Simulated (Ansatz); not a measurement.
**From HSE06 to G0W0: NbInO4 (P2/c)**

How far does one-shot GW move the HSE06 gap of NbInO4 (P2/c)?

Main program and level: Ansatz 0.2.0; HSE06, then G0W0 on it, plane waves, PAW.

**Experimental background.**

- Gap 4.7 eV: direct gap from Elliott-Toyozawa fit; diffuse reflectance; 300 K; powder (“Accurate Determination of the Band-Gap Energy of the Rare-Earth Niobate Series”, 2024, arxiv:2401.13477).

Report form: the programs' logs are mostly left out.

In doubt: masses and optical values from hybrid runs of this build are listed as unsure (step 3), which bears on the screening that GW takes from such a start.

## (1) The structure

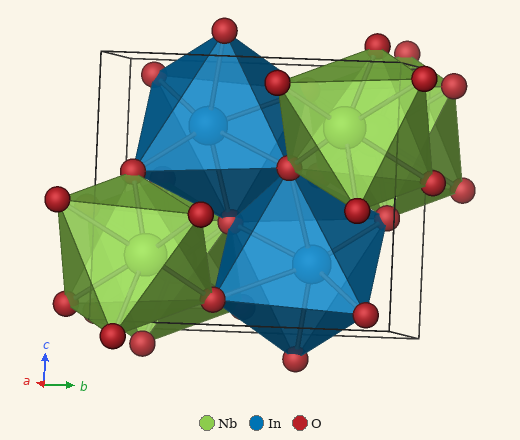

Start, viewed slightly off an axis; niobium green, indium blue, oxygen red. Some periodic images of atoms are drawn too.

The cell and positions come from the Crystallography Open Database and are kept as given unless a step says otherwise. The default PAW set here is soft_2. Its files were made with PBE.

## (2) The starting point: HSE06

HSE06 mixes in a quarter of exact exchange at short range.

This step: DFT, HSE06, plane waves, PAW.

Contents of input.yaml:

```yaml
crystal:
  lattice:
    - [4.8355, 0.0, 0.0]
    - [0.0, 5.7709, 0.0]
    - [-0.1014445258, 0.0, 5.1429996119]
  atoms:
    - { symbol: Nb, position: [0.0, 0.1779, 0.25] }
    - { symbol: Nb, position: [0.0, 0.8221, 0.75] }
    - { symbol: In, position: [0.5, 0.6825, 0.25] }
    - { symbol: In, position: [0.5, 0.3175, 0.75] }
    - { symbol: O, position: [0.26, 0.618, 0.901] }
    - { symbol: O, position: [0.74, 0.618, 0.599] }
    - { symbol: O, position: [0.74, 0.382, 0.099] }
    - { symbol: O, position: [0.26, 0.382, 0.401] }
    - { symbol: O, position: [0.217, 0.898, 0.438] }
    - { symbol: O, position: [0.783, 0.898, 0.062] }
    - { symbol: O, position: [0.783, 0.102, 0.562] }
    - { symbol: O, position: [0.217, 0.102, 0.938] }
kpoints:
  mp_grid: { grid: [4, 4, 4] }
  band_path:
    path:
      - [0.0, 0.0, 0.0]
      - [0.0, 0.5, 0.0]
      - [0.0, 0.5, 0.5]
      - [0.0, 0.0, 0.5]
      - [-0.5, 0.0, 0.5]
      - [-0.5, 0.5, 0.5]
      - [-0.5, 0.5, 0.0]
      - [-0.5, 0.0, 0.0]
      - [0.3333333333, 0.0, -0.25]
      - [0.1666666667, 0.0, -0.5]
    npoints: 1
hamiltonian:
  xc: hse06
scf:
  occupations: { method: fixed }
  n_extra_bands: 8
output:
  eigenvalues: true
```

Started as:

```console
$ ansatz run input.yaml --threads 24 --pin off --max-ram 82944MiB --backend cuda --events-out ev --progress --plain --runs-dir out --devices 1 --max-vram 78GiB
```

It took 12 s on 1 × NVIDIA GB200 (shared by 2 runs) with 24 threads of Arm Neoverse V2, shared host; peak memory 2 GiB.

Numbers from this step:

```
gap                     : 4.840 eV
valence top at          : k = (0.333, 0.000, -0.250)
conduction bottom at    : k = (0.167, 0.000, -0.500)
least direct gap        : 5.000 eV
exact-exchange fraction : 0.25
```

Over mesh and listed points the gap is 4.840 eV, from k = (0.333, 0.000, -0.250) to k = (0.167, 0.000, -0.500). The least direct gap found is 5.000 eV, at k = (0.000, 0.500, 0.000). On the 4×4×4 mesh alone the same run gives 4.898 eV, so that mesh misses an edge of HSE06: 4.898 − 4.840 = +0.058 eV.

## (3) The quasiparticle correction

G0W0 replaces the xc potential by a self-energy built once from the orbitals of the start. Levels are corrected in the window of bands that the input names, at points of the mesh.

This step: G0W0 on HSE06, plane waves, PAW.

input.yaml, the sections that differ from step 2:

```yaml
kpoints:
  mp_grid: { grid: [4, 2, 4] }
scf:
  occupations: { method: fixed }
gw:
  n_empty_bands: 306
  ecut_chi: 96
  qp_bands: [v4, c4]
  qp_kpoints: band_edges
  screening: { model: contour_deformation }
# crystal, hamiltonian: as in step 2
# output: removed
```

It took 31 s on 1 × NVIDIA GB200 (shared by 2 runs) with 24 threads; peak memory 2.6 GiB; 94 s of CPU time.

Numbers from this step:

```yaml
bands_summed: 356
rpa_eps_infinity_on_this_mesh_eigenvalues: 3.902, 3.972, 4.173
plane_waves_in_the_screening_matrix: 295
q_points_in_the_mesh: 32
g0w0_gap_over_the_corrected_points: 5.311 eV
k_of_the_valence_top: 0.25, 0, -0.25
k_of_the_conduction_bottom: 0.25, 0, -0.5
starting_gap_on_the_mesh: 4.899 eV
z_at_the_valence_top: 0.7809
z_at_the_conduction_bottom: 0.8215
least_direct_g0w0_gap_over_the_corrected_points: 5.417 eV
```

Over all 20 irreducible mesh points the G0W0 gap is 5.311 eV, from k = (0.250, 0.000, -0.250) to k = (0.250, 0.000, -0.500). The HSE06 gap of this run on the mesh is 4.899 eV. The two states that bound the G0W0 gap lie that far apart at the start, so the correction of the gap is 5.311 − 4.899 = +0.412 eV. The start of this run differs from the step before in mesh (4×4×4 and 4×2×4).

Labels follow the order of the start: v1 is the top filled band, c1 the lowest empty one; levels that stay degenerate share a row, the window can cut a multiplet, doubted levels are not marked in this list, bands outside the window were not corrected, and the list may be a part of the corrected levels. The levels before and after the correction (eV, zero at the valence-band top of each column):

|  | conduction bottom | valence top |
| --- | --- | --- |
| HSE06 | 4.90 | 0.00 |
| G0W0 | 5.31 | 0.00 |

|  | level | occupation | energy (eV) |
| --- | --- | --- | --- |
| HSE06 | (0.25 0 -0.5) v3 | 2 | -0.438 |
| HSE06 | (0.25 0 -0.5) v2 | 2 | -0.264 |
| HSE06 | (0.25 0 -0.5) v1 | 2 | -0.195 |
| HSE06 | (0.25 0 -0.5) c1 | 0 | 4.899 |
| HSE06 | (0.25 0 -0.5) c2 | 0 | 5.521 |
| HSE06 | (0.25 0 -0.5) c3 | 0 | 5.676 |
| HSE06 | (0.25 0 -0.25) v3 | 2 | -0.403 |
| HSE06 | (0.25 0 -0.25) v2 | 2 | -0.278 |
| HSE06 | (0.25 0 -0.25) v1 | 2 | 0.000 |
| HSE06 | (0.25 0 -0.25) c1 | 0 | 5.149 |
| HSE06 | (0.25 0 -0.25) c2 | 0 | 5.206 |
| HSE06 | (0.25 0 -0.25) c3 | 0 | 5.775 |
| G0W0 | (0.25 0 -0.5) v3 | 2 | -0.475 |
| G0W0 | (0.25 0 -0.5) v2 | 2 | -0.285 |
| G0W0 | (0.25 0 -0.5) v1 | 2 | -0.212 |
| G0W0 | (0.25 0 -0.5) c1 | 0 | 5.311 |
| G0W0 | (0.25 0 -0.5) c2 | 0 | 5.986 |
| G0W0 | (0.25 0 -0.5) c3 | 0 | 6.181 |
| G0W0 | (0.25 0 -0.25) v3 | 2 | -0.434 |
| G0W0 | (0.25 0 -0.25) v2 | 2 | -0.296 |
| G0W0 | (0.25 0 -0.25) v1 | 2 | 0.000 |
| G0W0 | (0.25 0 -0.25) c1 | 0 | 5.574 |
| G0W0 | (0.25 0 -0.25) c2 | 0 | 5.645 |
| G0W0 | (0.25 0 -0.25) c3 | 0 | 6.342 |

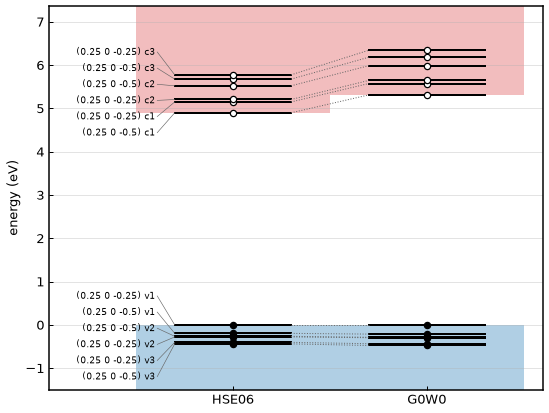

Levels before and after the correction. Shaded: valence and conduction bands. Filled marks are occupied levels, open marks empty ones.

The parts of the quasiparticle energy for the two states that bound the G0W0 gap, in eV on the run's own scale (QP = start + Σx + Σc − Vxc, with Σc at the quasiparticle energy):

| edge | k | band | start | Σx | Σc | Vxc | Z | QP |
| --- | --- | --- | --- | --- | --- | --- | --- | --- |
| valence top | (0.250, 0.000, -0.250) | 50 | 7.886 | −26.384 | 4.389 | −22.330 | 0.781 | 8.220 |
| conduction bottom | (0.250, 0.000, -0.500) | 51 | 12.785 | −12.639 | −4.504 | −17.890 | 0.822 | 13.531 |

For a hybrid start, Vxc holds its share of exact exchange.

## (4) Side by side

Each gap is the least one over the points named; times are wall times on shared hosts, not benchmarks. A G0W0 time includes the run's own self-consistent start. Runs with listed points see these and the mesh alone, so an edge that moves elsewhere is missed.

| level | mesh | files, cutoff | bands summed, screening | points | gap (eV) | valence top | conduction bottom | least direct gap (eV) | time |
| --- | --- | --- | --- | --- | --- | --- | --- | --- | --- |
| HSE06 | 4×4×4 | soft_2 PAW, 420 eV | - | mesh and listed points | 4.840 | (0.333, 0.000, -0.250) | (0.167, 0.000, -0.500) | 5.000 | 12 s |
| G0W0@HSE06 | 4×2×4 | soft_2 PAW, 420 eV | 356, 96 eV | all 20 irreducible mesh points | 5.311 | (0.250, 0.000, -0.250) | (0.250, 0.000, -0.500) | 5.417 | 31 s |

Computed less measured, in eV, for the reports listed at the start; nothing is added to the computed values:

| row | computed (eV) | 4.7 eV (2024) |
| --- | --- | --- |
| HSE06, gap | 4.840 | +0.140 |
| G0W0@HSE06, gap | 5.311 | +0.611 |
| G0W0@HSE06, least direct gap | 5.417 | +0.717 |

## (5) Summary of results

| Quantity | Value |
| --- | --- |
| HSE06 gap over mesh and listed points | 4.840 eV, from k = (0.333, 0.000, -0.250) to k = (0.167, 0.000, -0.500) |
| G0W0@HSE06 gap over all 20 irreducible mesh points | 5.311 eV, from k = (0.250, 0.000, -0.250) to k = (0.250, 0.000, -0.500) |
| GW settings | 4×2×4 mesh, 306 empty bands, screening to 96 eV |
| known limits | finite bands, screening cutoff and k mesh; no spin-orbit coupling in G0W0; d shells not analysed |

Over all 20 irreducible mesh points the G0W0 gap is 5.311 eV, from k = (0.250, 0.000, -0.250) to k = (0.250, 0.000, -0.500). The HSE06 gap of this run on the mesh is 4.899 eV. The two states that bound the G0W0 gap lie that far apart at the start, so the correction of the gap is 5.311 − 4.899 = +0.412 eV. The valence state moves by 8.220 − 7.886 = +0.334 eV and the conduction state by 13.531 − 12.785 = +0.746 eV, on the run's own scale; how far single levels stand from their limit in bands is not shown. Over mesh and listed points, HSE06 puts the valence top at k = (0.333, 0.000, -0.250) and conduction bottom at k = (0.167, 0.000, -0.500), where no G0W0 correction was computed. The G0W0 gap over the whole zone is therefore not known from this run; at its settings it can only be equal to or under the 5.311 eV found, and no correction is carried over from another point. For the start itself the gap is 4.840 eV over mesh and listed points and 4.899 eV on the mesh of the G0W0 run, in runs that differ in mesh (4×4×4 and 4×2×4). No second run with other bands and screening cutoff is shown, so the distance to the basis limit is not known. On another start, G0W0@r2SCAN runs of this series (4×2×4 mesh, soft_2 PAW; not shown as steps) give 5.152 eV with 158 bands and 48 eV, 4.905 eV with 356 bands and 96 eV and 4.942 eV with 709 bands and 160 eV. G0W0 on other starts in this series, not shown as steps and not all at these settings: 4.905 eV on r2SCAN (4×2×4, soft_2 PAW, 356 bands, 96 eV) and 5.539 eV on PBE0 (4×2×4, soft_2 PAW, 356 bands, 96 eV). Two runs of this series at another level, not shown as steps, test spin-orbit coupling. r2SCAN+SOC against r2SCAN: 3.796 − 3.797 = −0.001 eV, with the same mesh, set of files (read in its fully relativistic form for the spin-orbit run) and cutoff, and both edges at the same k points. The spin-orbit run sees mesh and listed points alone, so its gap is an upper bound: the coupling can move an edge off these points, and the change over the zone, its sign included where it is small, is not known. What spin-orbit coupling does to the G0W0 levels was not computed, so no sum with the G0W0 gap is formed. Against experiment, G0W0@HSE06 at 5.311 eV lies +0.611 eV from 4.7 eV (2024). The differences hold parts that these runs do not separate: finite bands, cutoffs and mesh, points of the zone that were not corrected, the start of G0W0, spin-orbit coupling missing from it, static nuclei, no electron-hole attraction, and what each experiment reads as the gap. How much each gives is not known from the steps shown. The G0W0 runs are scalar-relativistic. One-shot GW is known to converge slowly in bands for compounds with shallow d shells. The cell holds In; the filling of the d shell and its place against the gap were not analysed here. No pair of G0W0 runs that differ in the mesh alone is shown (4×2×4 is a supercell whose nearest images lie 12 Å apart), so the error from the mesh is not known here. G0W0 is shown with one set of atomic data (soft_2 PAW), so the error from the files is not known here.

[Paths, hosts, dates, memory and timing lines, banners, echoed tables and standing remarks are left out of the program output.]

[Logs are printed without paths, hosts, clocks, repeated set-up lines and the standing remarks that a program may print on its own settings, such as how far it seeks lower states.]

[Runs of the session that timed out or met a known fault of the program may be left out.]

[Cells called generated may have been cut or substituted from an entry of the Crystallography Open Database or the Materials Project.]

[Hosts, paths, dates, database ids (printed as entryN), source tags and the programs' standing remarks are cut or masked in the printed files.]

[Where an RPA ε∞ is given, it is that of the G0W0 mesh and is not shown converged in it. Names of k-points follow the symmetry that the program found, which can be lower than the space group named. Band edges on a path are those of the sampled points; other points can move an edge, and change direct to indirect where valleys lie close.]

[Hybrid gaps are those of their k-mesh and are not shown converged in it.]
